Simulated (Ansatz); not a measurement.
Run report: AlAs, geometry relaxation (part 3 of 3)

The same run, continued: AlAs (slab, 16 atoms in the cell); DFT PBE+D3(BJ), scalar-relativistic, plane waves, PAW, no spin polarisation (Ansatz 0.2.0); cutoff 420 eV, 2×3×1 k-mesh, Gaussian smearing of 0.05 eV. The structure derives from an entry of the Crystallography Open Database. The input holds or restrains some coordinates. Forces given for the steps count only the free coordinates. It belongs to a series of runs on one base structure; here: clean slab, lower planes held.

Geometry of the input (Å; fractional positions):
```
8.0104  0.0000  0.0000
0.0000  5.6642  0.0000
0.0000  0.0000  22.0078
Al 0.2500  0.5000  0.3635
Al 0.7500  0.5000  0.3635
As 0.5000  0.2500  0.3635
As 0.0000  0.2500  0.3635
Al 0.5000  0.0000  0.4545
Al 0.0000  0.0000  0.4545
As 0.7500  0.7500  0.4545
As 0.2500  0.7500  0.4545
Al 0.7500  0.5000  0.5455
Al 0.2500  0.5000  0.5455
As 0.0000  0.2500  0.5455
As 0.5000  0.2500  0.5455
Al 0.0000  0.0000  0.6365
Al 0.5000  0.0000  0.6365
As 0.2500  0.7500  0.6365
As 0.7500  0.7500  0.6365
```

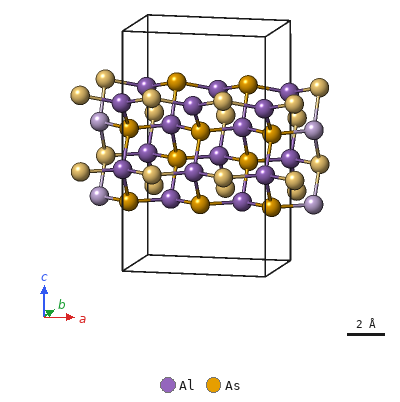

*The geometry at step 3 of the log (ball-and-stick view of the cell of the calculation, with the vacuum cut short, seen slightly off an axis; neighbours outside the cell are drawn fainter).*

**Output, continued**
```
  k-point 1: bands = ["-35.3856", "-35.3850", "-35.3798", "-35.3797", "-35.3707", "-35.3703", "-35.3580", "-35.3576", "-35.3519", "-35.3509", "-35.3410", "-35.3409", "-35.3289", "-35.3285", "-35.3285", "-35.3284", "-35.3123", "-35.3109", "-35.3045", "-35.3041", "-35.0333", "-35.0323", "-35.0207", "-35.0204", "-34.9996", "-34.9992", "-34.9954", "-34.9954", "-34.9844", "-34.9839", "-34.8771", "-34.8762", "-34.8717", "-34.8713", "-34.8109", "-34.8109", "-34.7852", "-34.7849", "-34.7727", "-34.7721", "-12.1032", "-11.4756", "-11.1811", "-11.1328", "-11.1190", "-10.8107", "-10.5146", "-10.2593", "-6.2759", "-5.9650", "-5.9301", "-5.7390", "-5.6817", "-5.5180", "-4.6126", "-3.5480", "-3.5103", "-3.4895", "-3.1515", "-2.8855", "-2.6552", "-2.4467", "-2.4185", "-2.2461", "-2.1401", "-1.8652", "-1.6081", "-1.5751", "-1.5494", "-1.3202", "-0.9230", "-0.8719", "0.2149", "0.3699", "0.9326", "1.2837", "1.6303", "2.0940", "2.1506", "2.2512", "2.4590", "2.6421", "2.8624", "2.9343", "3.1672", "3.6809", "3.8590", "3.8957"]
  k-point 2: bands = ["-35.3853", "-35.3853", "-35.3797", "-35.3797", "-35.3705", "-35.3705", "-35.3578", "-35.3578", "-35.3514", "-35.3514", "-35.3410", "-35.3410", "-35.3287", "-35.3287", "-35.3285", "-35.3285", "-35.3116", "-35.3116", "-35.3043", "-35.3043", "-35.0328", "-35.0328", "-35.0206", "-35.0206", "-34.9994", "-34.9994", "-34.9954", "-34.9954", "-34.9841", "-34.9841", "-34.8767", "-34.8767", "-34.8715", "-34.8715", "-34.8109", "-34.8109", "-34.7850", "-34.7850", "-34.7724", "-34.7724", "-12.0427", "-12.0427", "-11.2415", "-11.2415", "-10.6488", "-10.6488", "-10.4089", "-10.4089", "-5.9094", "-5.9094", "-5.4491", "-5.4491", "-4.6597", "-4.6597", "-4.0934", "-4.0934", "-3.6434", "-3.6434", "-3.4212", "-3.4212", "-3.1075", "-3.1075", "-2.9305", "-2.9305", "-2.3350", "-2.3350", "-2.1000", "-2.1000", "-1.6604", "-1.6604", "-0.9989", "-0.9989", "0.4482", "0.4482", "1.2273", "1.2273", "2.2070", "2.2070", "2.2354", "2.2354", "2.8887", "2.8887", "3.1041", "3.1041", "3.3395", "3.3395", "3.7934", "3.7934"]
  k-point 3: bands = ["-35.3853", "-35.3853", "-35.3797", "-35.3797", "-35.3705", "-35.3705", "-35.3578", "-35.3578", "-35.3514", "-35.3514", "-35.3410", "-35.3410", "-35.3287", "-35.3287", "-35.3285", "-35.3285", "-35.3116", "-35.3116", "-35.3043", "-35.3043", "-35.0328", "-35.0328", "-35.0206", "-35.0206", "-34.9994", "-34.9994", "-34.9954", "-34.9954", "-34.9841", "-34.9841", "-34.8767", "-34.8767", "-34.8715", "-34.8715", "-34.8109", "-34.8109", "-34.7850", "-34.7850", "-34.7724", "-34.7724", "-11.7649", "-11.7649", "-11.2355", "-11.2355", "-10.8659", "-10.8659", "-10.5522", "-10.5522", "-5.8512", "-5.8512", "-5.5402", "-5.5402", "-4.9522", "-4.9522", "-4.5868", "-4.5868", "-3.6531", "-3.6531", "-3.4757", "-3.4757", "-2.9321", "-2.9321", "-2.5049", "-2.5049", "-2.2925", "-2.2925", "-1.8685", "-1.8685", "-1.4895", "-1.4895", "-0.8497", "-0.8497", "0.3495", "0.3495", "1.4412", "1.4412", "2.2514", "2.2514", "2.8126", "2.8126", "3.0579", "3.0579", "3.6948", "3.6948", "3.7753", "3.7753", "4.1512", "4.1512"]
--- Relaxed structure (5 steps of the walk, 5 accepted, 0 SCFs on fresh bases) ---
  F+E_penalty+E_count = -43154.87310067 eV   max|allowed force component| = 1.290e-2 eV/Å
  atoms:
    - { symbol: Al, position: [0.24999999999999997, 0.5, 0.3635076293] }
    - { symbol: Al, position: [0.7499999999999999, 0.5, 0.3635076293] }
    - { symbol: As, position: [0.49999999999999994, 0.25, 0.3635076293] }
    - { symbol: As, position: [0.0, 0.25, 0.3635076293] }
    - { symbol: Al, position: [0.49999999999999994, 0.0, 0.4545025431] }
    - { symbol: Al, position: [0.0, 0.0, 0.4545025431] }
    - { symbol: As, position: [0.7499999999999999, 0.75, 0.4545025431] }
    - { symbol: As, position: [0.24999999999999997, 0.75, 0.4545025431] }
    - { symbol: Al, position: [0.7499999999999999, 0.5036060932270278, 0.5500664889541038] }
    - { symbol: Al, position: [0.24999999999999997, 0.5036060932270278, 0.5500664889541038] }
    - { symbol: As, position: [3.790888080896922e-19, 0.25482887241444774, 0.5458577614584953] }
    - { symbol: As, position: [0.49999999999999994, 0.25482887241444774, 0.5458577614584953] }
    - { symbol: Al, position: [-5.705146532434609e-18, -0.0726727461295493, 0.6156605952494094] }
    - { symbol: Al, position: [0.49999999999999994, -0.0726727461295493, 0.6156605952494094] }
    - { symbol: As, position: [0.24999999999999997, 0.7186627855858413, 0.6472462964055028] }
    - { symbol: As, position: [0.7499999999999999, 0.7186627855858413, 0.6472462964055028] }
```

**Trajectory as extended XYZ (Å, eV, eV/Å), 5 frames, from step=1 to step=5**
```
16
Lattice="8.0104 0.0000 0.0000 0.0000 5.6642 0.0000 0.0000 0.0000 22.0078" Properties=species:S:1:pos:R:3:forces:R:3 step=1 energy=-43153.62863
Al    2.0026    2.8321    8.0000    0.0000  -0.9236   1.2883
Al    6.0078    2.8321    8.0000    0.0000  -0.9236   1.2883
As    4.0052    1.4161    8.0000    0.0000   0.2657  -1.1226
As    0.0000    1.4161    8.0000    0.0000   0.2657  -1.1226
Al    4.0052    0.0000   10.0026    0.0000   0.1251  -0.0198
Al    0.0000    0.0000   10.0026    0.0000   0.1251  -0.0198
As    6.0078    4.2481   10.0026    0.0000   0.5329  -0.5554
As    2.0026    4.2481   10.0026    0.0000   0.5329  -0.5554
Al    6.0078    2.8321   12.0052    0.0000   0.1250   0.0200
Al    2.0026    2.8321   12.0052    0.0000   0.1250   0.0200
As    0.0000    1.4161   12.0052    0.0000   0.5329   0.5550
As    4.0052    1.4161   12.0052    0.0000   0.5329   0.5550
Al    0.0000    0.0000   14.0078    0.0000  -0.9238  -1.2883
Al    4.0052    0.0000   14.0078    0.0000  -0.9238  -1.2883
As    2.0026    4.2481   14.0078    0.0000   0.2657   1.1225
As    6.0078    4.2481   14.0078    0.0000   0.2657   1.1225
16
Lattice="8.0104 0.0000 0.0000 0.0000 5.6642 0.0000 0.0000 0.0000 22.0078" Properties=species:S:1:pos:R:3:forces:R:3 step=2 energy=-43154.40913
Al    2.0026    2.8321    8.0000    0.0000  -1.0104   1.3198
Al    6.0078    2.8321    8.0000    0.0000  -1.0104   1.3198
As    4.0052    1.4161    8.0000    0.0000   0.3060  -1.1990
As    0.0000    1.4161    8.0000    0.0000   0.3060  -1.1990
Al    4.0052    0.0000   10.0026    0.0000   0.3838   0.2100
Al    0.0000    0.0000   10.0026    0.0000   0.3838   0.2100
As    6.0078    4.2481   10.0026    0.0000   0.5714  -0.4861
As    2.0026    4.2481   10.0026    0.0000   0.5714  -0.4861
Al    6.0078    2.8802   12.0417    0.0000   0.1506   0.2443
Al    2.0026    2.8802   12.0417    0.0000   0.1506   0.2443
As    0.0000    1.4761   12.0183    0.0000   0.0755   0.1791
As    4.0052    1.4761   12.0183    0.0000   0.0755   0.1791
Al    0.0000   -0.1211   13.8551    0.0000  -0.4914  -0.8315
Al    4.0052   -0.1211   13.8551    0.0000  -0.4914  -0.8315
As    2.0026    4.2013   14.1406    0.0000   0.0158   0.5641
As    6.0078    4.2013   14.1406    0.0000   0.0158   0.5641
16
Lattice="8.0104 0.0000 0.0000 0.0000 5.6642 0.0000 0.0000 0.0000 22.0078" Properties=species:S:1:pos:R:3:forces:R:3 step=3 energy=-43154.77526
Al    2.0026    2.8321    8.0000    0.0000  -1.0616   1.3274
Al    6.0078    2.8321    8.0000    0.0000  -1.0616   1.3274
As    4.0052    1.4161    8.0000    0.0000   0.3382  -1.2502
As    0.0000    1.4161    8.0000    0.0000   0.3382  -1.2502
Al    4.0052    0.0000   10.0026    0.0000   0.4919   0.2409
Al    0.0000    0.0000   10.0026    0.0000   0.4919   0.2409
As    6.0078    4.2481   10.0026    0.0000   0.5062  -0.3202
As    2.0026    4.2481   10.0026    0.0000   0.5062  -0.3202
Al    6.0078    2.9111   12.0930    0.0000   0.0075   0.2135
Al    2.0026    2.9111   12.0930    0.0000   0.0075   0.2135
As    0.0000    1.4947   12.0150    0.0000  -0.0163   0.0010
As    4.0052    1.4947   12.0150    0.0000  -0.0163   0.0010
Al    0.0000   -0.2362   13.6978    0.0000  -0.2738  -0.3189
Al    4.0052   -0.2362   13.6978    0.0000  -0.2738  -0.3189
As    2.0026    4.1614   14.2387    0.0000   0.0094   0.1070
As    6.0078    4.1614   14.2387    0.0000   0.0094   0.1070
16
Lattice="8.0104 0.0000 0.0000 0.0000 5.6642 0.0000 0.0000 0.0000 22.0078" Properties=species:S:1:pos:R:3:forces:R:3 step=4 energy=-43154.86992
Al    2.0026    2.8321    8.0000    0.0000  -1.0703   1.3349
Al    6.0078    2.8321    8.0000    0.0000  -1.0703   1.3349
As    4.0052    1.4161    8.0000    0.0000   0.3423  -1.2720
As    0.0000    1.4161    8.0000    0.0000   0.3423  -1.2720
Al    4.0052    0.0000   10.0026    0.0000   0.4346   0.1216
Al    0.0000    0.0000   10.0026    0.0000   0.4346   0.1216
As    6.0078    4.2481   10.0026    0.0000   0.3646  -0.1811
As    2.0026    4.2481   10.0026    0.0000   0.3646  -0.1811
Al    6.0078    2.8769   12.1134    0.0000  -0.0625   0.0018
Al    2.0026    2.8769   12.1134    0.0000  -0.0625   0.0018
As    0.0000    1.4607   12.0059    0.0000  -0.0031   0.0310
As    4.0052    1.4607   12.0059    0.0000  -0.0031   0.0310
Al    0.0000   -0.3772   13.5663    0.0000  -0.0491  -0.0200
Al    4.0052   -0.3772   13.5663    0.0000  -0.0491  -0.0200
As    2.0026    4.0917   14.2540    0.0000   0.0435  -0.0161
As    6.0078    4.0917   14.2540    0.0000   0.0435  -0.0161
16
Lattice="8.0104 0.0000 0.0000 0.0000 5.6642 0.0000 0.0000 0.0000 22.0078" Properties=species:S:1:pos:R:3:forces:R:3 step=5 energy=-43154.87310
Al    2.0026    2.8321    8.0000    0.0000  -1.0640   1.3403
Al    6.0078    2.8321    8.0000    0.0000  -1.0640   1.3403
As    4.0052    1.4161    8.0000    0.0000   0.3340  -1.2677
As    0.0000    1.4161    8.0000    0.0000   0.3340  -1.2677
Al    4.0052    0.0000   10.0026    0.0000   0.4124   0.1053
Al    0.0000    0.0000   10.0026    0.0000   0.4124   0.1053
As    6.0078    4.2481   10.0026    0.0000   0.3202  -0.1692
As    2.0026    4.2481   10.0026    0.0000   0.3202  -0.1692
Al    6.0078    2.8525   12.1057    0.0000   0.0016  -0.0050
Al    2.0026    2.8525   12.1057    0.0000   0.0016  -0.0050
As    0.0000    1.4434   12.0131    0.0000  -0.0063  -0.0044
As    4.0052    1.4434   12.0131    0.0000  -0.0063  -0.0044
Al    0.0000   -0.4116   13.5493    0.0000  -0.0107   0.0050
Al    4.0052   -0.4116   13.5493    0.0000  -0.0107   0.0050
As    2.0026    4.0706   14.2445    0.0000   0.0129  -0.0042
As    6.0078    4.0706   14.2445    0.0000   0.0129  -0.0042
```

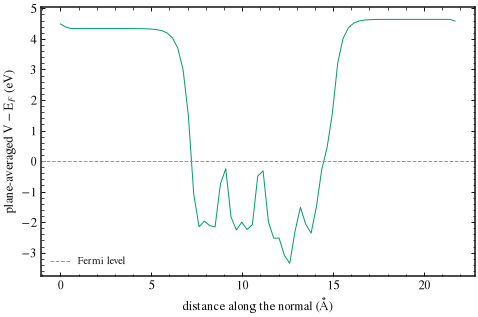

*Plane average of the electrostatic potential energy of an electron across the cell, from the Fermi level.*

The vacuum level lies 4.64 eV above the Fermi level on the upper side and 4.34 eV on the lower.

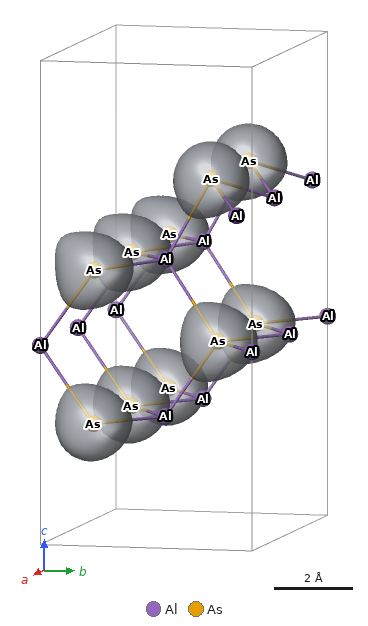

*Isosurface of the valence electron density at 0.5 e/Å³ (grey), seen slightly off an axis. Sticks mark near contacts.*

At this value the density breaks into separate islands; it holds about 65 % of the electrons treated as valence. It is pinched off along the Al–As (2.41 Å), Al–As (2.45 Å) and Al–As (2.52 Å) contacts. On the grid the lowest density along these lines, outside the cores, is 0.38 e/Å³ (Al–As, 2.41 Å), 0.36 e/Å³ (Al–As, 2.45 Å) and 0.31 e/Å³ (Al–As, 2.52 Å). Core electrons are frozen (PAW), so the fields are smoothed inside the atomic spheres.

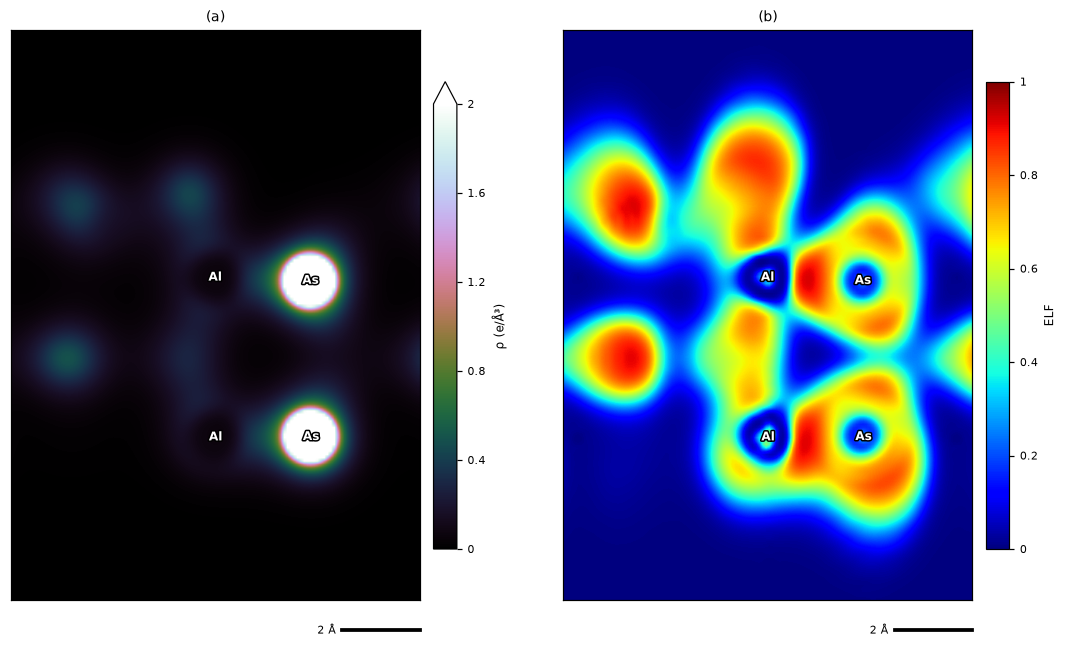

*(a) valence pseudo-density; (b) ELF on the (110) plane of the calculation cell, a cut from vacuum to vacuum.*

Atoms in the plane: Al and As. Al–As (2.45 Å): ρ is about 0.48 e/Å³ halfway; the ELF peaks at about 0.90 between the atoms (a shared electron pair). The density dies away to nearly zero in the vacuum.

**Results in brief**

```tsv
quantity	value
outcome	converged under the restraints of the input
electrons treated	144
free energy	−43154.8731 eV
work function, top face	4.64 eV
work function, bottom face	4.34 eV
Fermi energy	−0.332 eV
gap on the k-point mesh	1.03 eV
final volume	998.55 Å³
work function (upper face)	4.64 eV
largest force (length of the vector) at the end, held atoms and coordinates included	1.711 eV/Å
wall time	54 s (CPU time 2.8 min)
peak memory	1.6 GiB
```

**Notes**

The program warns: the exchange-correlation potential is rough where the density is thin.
